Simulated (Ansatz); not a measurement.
# Geometry relaxation of GaAs (part 2 of 3)

GaAs (interface cell, 24 atoms in the cell); DFT PBE, scalar-relativistic, plane waves, PAW, no spin polarisation (Ansatz 0.2.0); cutoff 420 eV, 8×4×3 k-mesh, Gaussian smearing of 0.05 eV. The structure derives from an entry of the Crystallography Open Database. It belongs to a series of runs on one base structure; here: antiphase boundary on (2 1 1), species swapped.

Geometry of the input (Å; fractional positions):
```
4.0626  0.0000  0.0000
0.0000  9.9513  0.0000
0.0000  0.0000  14.0733
Ga 0.0000  0.0000  0.0000
Ga 1.0000  0.3333  0.3333
As 0.5000  0.7500  0.2500
Ga 0.0000  0.6667  0.1667
As 0.5000  0.0833  0.0833
As 0.5000  0.4167  0.4167
Ga 0.5000  0.0000  0.2500
Ga 0.0000  0.7500  0.5000
As 0.0000  0.0833  0.3333
Ga 0.5000  0.3333  0.0833
Ga 0.5000  0.6667  0.4167
As 0.0000  0.4167  0.1667
As 1.0000  1.0000  0.5000
As 1.0000  0.3333  0.8333
Ga 0.5000  0.7500  0.7500
As 0.0000  0.6667  0.6667
Ga 0.5000  0.0833  0.5833
Ga 0.5000  0.4167  0.9167
As 0.5000  0.0000  0.7500
As 1.0000  0.7500  0.0000
Ga 0.0000  0.0833  0.8333
As 0.5000  0.3333  0.5833
As 0.5000  0.6667  0.9167
Ga 0.0000  0.4167  0.6667
```

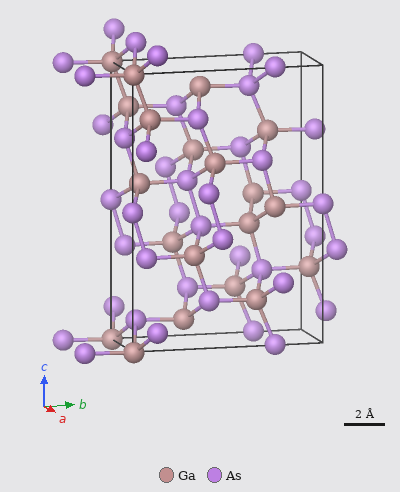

Figure 1. The geometry at step 5 of the log (ball-and-stick view of the cell of the calculation, seen slightly off an axis; bonded neighbours outside the cell are drawn too).

Log, continued:
```
SCF iter   1: F=—  HF=-103675.808073 eV  |F-HF|=—  |Δ(HF+E_count)|=         —  Δρ=5.00e-4  dr2=2.42e-3  ethr=7.12e-7  ⟨swp⟩=2.0  Hψ=21570  notcnv=0
preconditioner: auto → LDOS  [metal: Δε(μ)=0.033 eV  Ē_g=14.087 eV  σ=0.050 eV  W_gap=0.36  n_scr=158 (ndim 8)  ℏωp=22.8 eV  f_vac=0.090  D(μ)=1.84/eV (n_scr^D=4)  β→1.0]
SCF iter   2: F=—  HF=-103675.808260 eV  |F-HF|=—  |Δ(HF+E_count)|=   1.88e-4  Δρ=2.49e-4  dr2=3.26e-3  ethr=7.12e-7  ⟨swp⟩=2.0  Hψ=9804  notcnv=0
SCF iter   3: F=—  HF=-103675.807831 eV  |F-HF|=—  |Δ(HF+E_count)|=   4.29e-4  Δρ=7.61e-5  dr2=2.04e-4  ethr=7.12e-7  ⟨swp⟩=2.0  Hψ=8000  notcnv=0
SCF iter   4: F=—  HF=-103675.807979 eV  |F-HF|=—  |Δ(HF+E_count)|=   1.49e-4  Δρ=2.47e-5  dr2=1.85e-5  ethr=6.07e-8  ⟨swp⟩=2.0  Hψ=7911  notcnv=0
SCF iter   5: F=—  HF=-103675.807977 eV  |F-HF|=—  |Δ(HF+E_count)|=   2.00e-6  Δρ=8.94e-6  dr2=1.42e-6  ethr=5.51e-9  ⟨swp⟩=2.0  Hψ=7975  notcnv=0
SCF iter   6: F=-103675.807977 eV  HF=-103675.807977 eV  |F-HF|=1.01e-7  |Δ(HF+E_count)|=   1.55e-7  Δρ=4.19e-6  dr2=1.86e-7  ethr=1.02e-10  ⟨swp⟩=10.3  Hψ=46576  notcnv=0
SCF 4 converged in 6 iterations: F = -103675.807977 eV  dr2 = 1.86e-7
  Residual-converged pass: ⟨swp⟩=1.0  Hψ=7210  notcnv=0  max |occ|·‖R‖ = 7.1e-9 eV (tolerance 1.0e-8 eV)  dr2=1.86e-7  dr2_onsite=1.08e-8  max |Δocc| = 8.6e-11
relax step   4: F+E_penalty+E_count = -103675.80797702 eV  Δ(F+E_penalty+E_count) = -1.637e-3 eV  max|allowed force component| = 2.132e-2 eV/Å  Δτ_max = 0.0100 Å  P = +0.524 GPa  Ω = 573.894 Å³  energy of the carried Pulay correction = -9.670e-4 eV  fix = [a, b, alpha, beta, gamma]  reactions: a +0.895, b +0.667 GPa; alpha -0.008 GPa/rad  (6 SCF iters, dr2 threshold 3.41e-7 eV, accepted)
Crystal: 24 atoms, lattice volume = 573.899 Å³
iter 1 solved again at ethr=6.08e-8 eV; its pass at ethr=3.10e-3 eV (dr2=2.04e-4 eV) is discarded
SCF iter   1: F=—  HF=-103675.807928 eV  |F-HF|=—  |Δ(HF+E_count)|=         —  Δρ=1.83e-4  dr2=2.07e-4  ethr=6.08e-8  ⟨swp⟩=2.0  Hψ=21638  notcnv=0
preconditioner: auto → LDOS  [metal: Δε(μ)=0.034 eV  Ē_g=14.086 eV  σ=0.050 eV  W_gap=0.37  n_scr=158 (ndim 8)  ℏωp=22.8 eV  f_vac=0.090  D(μ)=1.82/eV (n_scr^D=4)  β→1.0]
SCF iter   2: F=—  HF=-103675.807954 eV  |F-HF|=—  |Δ(HF+E_count)|=   2.55e-5  Δρ=8.15e-5  dr2=2.73e-4  ethr=6.08e-8  ⟨swp⟩=2.0  Hψ=10854  notcnv=0
SCF iter   3: F=—  HF=-103675.807914 eV  |F-HF|=—  |Δ(HF+E_count)|=   4.01e-5  Δρ=2.86e-5  dr2=3.01e-5  ethr=6.08e-8  ⟨swp⟩=2.0  Hψ=8249  notcnv=0
SCF iter   4: F=—  HF=-103675.807909 eV  |F-HF|=—  |Δ(HF+E_count)|=   4.70e-6  Δρ=8.58e-6  dr2=1.80e-6  ethr=8.97e-9  ⟨swp⟩=2.0  Hψ=7892  notcnv=0
SCF iter   5: F=—  HF=-103675.808091 eV  |F-HF|=—  |Δ(HF+E_count)|=   1.83e-4  Δρ=2.88e-6  dr2=1.47e-7  ethr=5.37e-10  ⟨swp⟩=2.0  Hψ=8137  notcnv=0
SCF iter   6: F=-103675.808091 eV  HF=-103675.808091 eV  |F-HF|=1.67e-8  |Δ(HF+E_count)|=   1.41e-8  Δρ=1.39e-6  dr2=2.68e-8  ethr=8.46e-12  ⟨swp⟩=8.3  Hψ=39755  notcnv=0
SCF 5 converged in 6 iterations: F = -103675.808091 eV  dr2 = 2.68e-8
relax step   5: F+E_penalty+E_count = -103675.80809145 eV  Δ(F+E_penalty+E_count) = -1.144e-4 eV  max|allowed force component| = 4.687e-3 eV/Å  Δτ_max = 0.0039 Å  P = +0.519 GPa  Ω = 573.899 Å³  energy of the carried Pulay correction = -9.679e-4 eV  fix = [a, b, alpha, beta, gamma]  reactions: a +0.909, b +0.652 GPa; alpha -0.012 GPa/rad  (6 SCF iters, dr2 threshold 2.84e-8 eV, accepted)
Initial wavefunctions: pseudopotential atomic-orbital guess (no wavefunctions were taken with the density)
iter 1 solved again at ethr=1.53e-7 eV; its pass at ethr=3.10e-3 eV (dr2=5.14e-4 eV) is discarded
SCF iter   1: F=—  HF=-103675.802785 eV  |F-HF|=—  |Δ(HF+E_count)|=         —  Δρ=2.03e-4  dr2=5.28e-6  ethr=1.53e-7  ⟨swp⟩=2.7  Hψ=40512  notcnv=0
preconditioner: auto → LDOS  [metal: Δε(μ)=0.032 eV  Ē_g=14.086 eV  σ=0.050 eV  W_gap=0.35  n_scr=158 (ndim 8)  ℏωp=22.8 eV  f_vac=0.090  D(μ)=1.85/eV (n_scr^D=4)  β→1.0]
SCF iter   2: F=—  HF=-103675.809072 eV  |F-HF|=—  |Δ(HF+E_count)|=   6.29e-3  Δρ=9.58e-6  dr2=5.51e-7  ethr=1.57e-9  ⟨swp⟩=2.0  Hψ=10854  notcnv=0
SCF iter   3: F=—  HF=-103675.809071 eV  |F-HF|=—  |Δ(HF+E_count)|=   2.37e-7  Δρ=8.54e-6  dr2=5.27e-7  ethr=1.64e-10  ⟨swp⟩=2.0  Hψ=10854  notcnv=0
SCF iter   4: F=—  HF=-103675.809072 eV  |F-HF|=—  |Δ(HF+E_count)|=   1.39e-7  Δρ=2.52e-6  dr2=3.43e-8  ethr=1.57e-10  ⟨swp⟩=2.0  Hψ=10853  notcnv=0
SCF iter   5: F=—  HF=-103675.809071 eV  |F-HF|=—  |Δ(HF+E_count)|=   2.14e-8  Δρ=7.97e-7  dr2=2.29e-8  ethr=1.02e-11  ⟨swp⟩=2.0  Hψ=10854  notcnv=0
SCF iter   6: F=-103675.809071 eV  HF=-103675.809071 eV  |F-HF|=6.55e-10  |Δ(HF+E_count)|=   5.09e-9  Δρ=1.97e-7  dr2=2.38e-10  ethr=1.00e-12  ⟨swp⟩=5.1  Hψ=36630  notcnv=0
SCF 6 converged in 6 iterations: F = -103675.809071 eV  dr2 = 2.38e-10
relax step   6: F+E_penalty+E_count = -103675.80907148 eV  Δ(F+E_penalty+E_count) = -9.800e-4 eV  max|allowed force component| = 4.665e-3 eV/Å  Δτ_max = 0.0000 Å  P = +0.520 GPa  Ω = 573.899 Å³  fix = [a, b, alpha, beta, gamma]  reactions: a +0.909, b +0.652 GPa; alpha -0.012 GPa/rad  stress off target by 1.84e-3 GPa on what of the cell is left free  SCF on the basis re-selected at this cell (its energy is not comparable with the rows above)  (6 SCF iters)
basis re-selected at this cell: Δ(F+E_penalty+E_count) = -9.800e-4 eV, ΔP = +0.000 GPa vs the last step (what re-selecting the basis moved, of the pressure what is left beyond the Pulay correction that the steps carried, after the strain that the cell walked since its last selection, with what the two solves' SCF thresholds leave and, on support functions, any second-order correction that the steps lacked; it is no measure of the basis error at this ecutwfc). This SCF's stress stands 1.84e-3 GPa from its target on what of the cell is left free (relax.cell.stress_tol is 1.00e-1 GPa) and its largest allowed force component is 4.67e-3 eV/Å (relax.f_tol is 2.00e-2 eV/Å): within both
SCF converged after 6 iterations
Free energy (F): -103675.809071 eV
Harris-Foulkes:  -103675.809071 eV  (|F-HF|=6.55e-10)
Internal energy: -103675.806751 eV  (E = F + TS)
E sigma→0 (E₀):  -103675.807911 eV
Entropy (-TS):   -0.002320 eV (-0.097 meV/atom)
Fermi energy:    8.112382 eV
--- Per-component energies (eV) ---
  E_band       = -3965.958311
  E_kinetic    = 2616.759229
  E_local      = -47977.150046  (includes V_loc(G=0)·N_el)
  E_nonlocal   = -2958.349998
  E_hartree    = 24064.871980
  E_xc         = -1775.889805
  E_vxc        = -1641.179744  (∫ρ·V_xc dr)
  E_paw        = -45879.730401  (= ΣΔE_a)
  E_vpaw       = -2135.781798  (= ΣTr[D̂ρ^β])
  E_aug_tail   = -0.001273  (compensation charges beyond the density's cutoff)
  E_ewald      = -31766.316437
  E_smearing   = -0.002320  (= −TS)
  E_closure    = -0.000000  (closes the sum)
  Σ components = -103675.809071   (vs F -103675.809071, Δ=0.00e0)
--- Forces (eV/Å), atoms counted from 1 ---
  atom   1  Ga     0.00000000     0.00270525    -0.00172756
  atom   2  Ga     0.00000000    -0.00153504    -0.00165571
  atom   3  As    -0.00000000     0.00129792    -0.00275870
  atom   4  Ga     0.00000000    -0.00068055     0.00183652
  atom   5  As    -0.00000000    -0.00016228     0.00070936
  atom   6  As     0.00000000    -0.00406332     0.00466540
  atom   7  Ga     0.00000000     0.00010637    -0.00007336
  atom   8  Ga    -0.00000000     0.00117280     0.00139242
  atom   9  As    -0.00000000    -0.00039258     0.00322622
  atom  10  Ga     0.00000000    -0.00073530    -0.00036426
  atom  11  Ga     0.00000000    -0.00117280    -0.00139242
  atom  12  As    -0.00000000    -0.00034555    -0.00047355
  atom  13  As     0.00000000     0.00406332    -0.00466540
  atom  14  As     0.00000000     0.00016228    -0.00070936
  atom  15  Ga    -0.00000000     0.00068055    -0.00183652
  atom  16  As     0.00000000    -0.00129792     0.00275870
  atom  17  Ga    -0.00000000     0.00153504     0.00165571
  atom  18  Ga    -0.00000000    -0.00270525     0.00172756
  atom  19  As     0.00000000     0.00034555     0.00047355
  atom  20  As     0.00000000     0.00149154     0.00063815
  atom  21  Ga    -0.00000000     0.00073530     0.00036426
  atom  22  As     0.00000000     0.00039258    -0.00322622
  atom  23  As    -0.00000000    -0.00149154    -0.00063815
  atom  24  Ga    -0.00000000    -0.00010637     0.00007336
  max |Σ_I F_I| component: 5.42e-19 eV/Å
--- Stress (GPa, compression-positive) ---
        0.908780       0.000000       0.000000
        0.000000       0.651866       0.011955
        0.000000       0.011955      -0.001840
  P = ⅓ Tr σ = 0.5196 GPa (5.196 kbar)
--- Band table (eV; the first three rows and the last of 35) ---
  k-point 0: bands = ["-28.3764", "-28.3358", "-28.3179", "-28.2790", "-28.2530", "-28.2398", "-28.2125", "-28.2045", "-28.1953", "-28.1772", "-28.1638", "-28.1636", "-28.1045", "-28.1044", "-28.1033", "-28.1032", "-28.0541", "-28.0541", "-28.0494", "-28.0492", "-28.0389", "-28.0388", "-28.0284", "-28.0283", "-28.0276", "-28.0276", "-27.9775", "-27.9775", "-27.9765", "-27.9765", "-27.6302", "-27.6302", "-27.6293", "-27.6293", "-27.6161", "-27.6161", "-27.6122", "-27.6122", "-27.6102", "-27.6102",
      "-27.5797", "-27.5797", "-27.5761", "-27.5761", "-27.5602", "-27.5602", "-27.5500", "-27.5500", "-27.5468", "-27.5468", "-27.5102", "-27.5102", "-27.5014", "-27.5014", "-27.4993", "-27.4993", "-27.4821", "-27.4821", "-27.4801", "-27.4801", "-7.4000", "-7.3800", "-7.3727", "-7.3723", "-7.3398", "-7.3360", "-7.3316", "-7.3307", "-7.3228", "-7.3206", "-7.2920", "-7.2909", "-7.2907", "-7.2891", "-7.2882", "-7.2804", "-7.2797", "-7.2785", "-7.2727", "-7.2687",
      "-7.2542", "-7.2541", "-7.2407", "-7.2398", "-7.2378", "-7.2377", "-7.2131", "-7.2131", "-7.1993", "-7.1992", "-7.0819", "-7.0696", "-7.0219", "-7.0001", "-6.9614", "-6.9576", "-6.9563", "-6.9562", "-6.9462", "-6.9411", "-6.9299", "-6.9092", "-6.9015", "-6.8936", "-6.8827", "-6.8768", "-6.8210", "-6.8094", "-6.8085", "-6.7956", "-6.7839", "-6.7765", "-6.7727", "-6.7462", "-6.7238", "-6.6988", "-6.6291", "-6.5742", "-6.5572", "-6.4645",
      "-5.4140", "-5.1501", "-4.6056", "-4.2906", "-3.9174", "-3.5959", "-3.4151", "-3.3422", "-3.3100", "-2.9839", "-2.5391", "-1.4555", "0.0759", "0.9680", "1.1456", "1.7215", "1.7229", "2.0126", "2.0804", "2.4973", "2.7108", "3.6032", "3.7119", "4.0063", "4.1844", "4.2721", "4.7209", "4.7926", "4.8566", "4.9695", "5.0923", "5.1385", "5.5130", "5.7063", "5.9556", "6.2065", "6.3782", "6.4255", "6.4403", "6.5067",
      "6.6270", "6.6515", "6.6753", "6.7665", "7.2329", "7.2972", "7.5547", "7.7334", "8.0069", "8.3240", "8.8827", "8.9340", "9.0457", "9.1519", "9.2339", "9.6045", "9.6565", "9.8143", "10.0124", "10.0804", "10.1881", "10.3943", "10.5659", "10.6046", "10.9552", "11.1700", "11.1841", "11.3623", "11.5311", "11.5539", "11.8372", "11.9561", "11.9643", "12.0980", "12.3871", "12.4753", "12.8154", "12.8863", "12.9508", "12.9586",
      "12.9753", "13.0342"]
  k-point 1: bands = ["-28.3764", "-28.3358", "-28.3179", "-28.2790", "-28.2530", "-28.2398", "-28.2125", "-28.2045", "-28.1953", "-28.1772", "-28.1638", "-28.1636", "-28.1045", "-28.1044", "-28.1033", "-28.1032", "-28.0541", "-28.0541", "-28.0494", "-28.0492", "-28.0389", "-28.0388", "-28.0284", "-28.0283", "-28.0276", "-28.0276", "-27.9775", "-27.9775", "-27.9765", "-27.9765", "-27.6302", "-27.6302", "-27.6293", "-27.6293", "-27.6161", "-27.6161", "-27.6122", "-27.6122", "-27.6102", "-27.6102",
      "-27.5797", "-27.5797", "-27.5761", "-27.5761", "-27.5602", "-27.5602", "-27.5500", "-27.5500", "-27.5468", "-27.5468", "-27.5102", "-27.5102", "-27.5014", "-27.5014", "-27.4993", "-27.4993", "-27.4821", "-27.4821", "-27.4801", "-27.4801", "-7.4000", "-7.3800", "-7.3726", "-7.3723", "-7.3390", "-7.3371", "-7.3316", "-7.3307", "-7.3228", "-7.3204", "-7.2920", "-7.2911", "-7.2907", "-7.2889", "-7.2884", "-7.2797", "-7.2797", "-7.2785", "-7.2731", "-7.2689",
      "-7.2542", "-7.2541", "-7.2406", "-7.2399", "-7.2378", "-7.2377", "-7.2131", "-7.2130", "-7.1993", "-7.1992", "-7.0819", "-7.0696", "-7.0219", "-7.0001", "-6.9614", "-6.9576", "-6.9563", "-6.9562", "-6.9462", "-6.9411", "-6.9299", "-6.9092", "-6.9015", "-6.8935", "-6.8827", "-6.8768", "-6.8210", "-6.8094", "-6.8086", "-6.7956", "-6.7839", "-6.7765", "-6.7727", "-6.7461", "-6.7238", "-6.6988", "-6.6291", "-6.5742", "-6.5571", "-6.4645",
      "-5.3948", "-5.1863", "-4.5955", "-4.2475", "-3.9553", "-3.5712", "-3.4567", "-3.4226", "-3.1923", "-2.9818", "-2.5585", "-1.4895", "0.1432", "0.9697", "1.3429", "1.5210", "1.7709", "1.9789", "2.1436", "2.4086", "2.6977", "2.8540", "4.0278", "4.2507", "4.2750", "4.5814", "4.6917", "4.8655", "4.9567", "5.0829", "5.2546", "5.5199", "5.5789", "5.7081", "5.7826", "5.9725", "6.0294", "6.2275", "6.3041", "6.3388",
      "6.4409", "6.4446", "6.6066", "6.8744", "7.0014", "7.1454", "7.4282", "7.8735", "8.7076", "8.8558", "8.9820", "9.0376", "9.1812", "9.2264", "9.3292", "9.5226", "9.6376", "9.7359", "9.8931", "10.0933", "10.1143", "10.1567", "10.3928", "10.5899", "10.7981", "11.0996", "11.2437", "11.3783", "11.6148", "11.6694", "11.8208", "12.0207", "12.1718", "12.1826", "12.2485", "12.3059", "12.5251", "12.5831", "12.6529", "12.7386",
      "12.9860", "13.0649"]
```
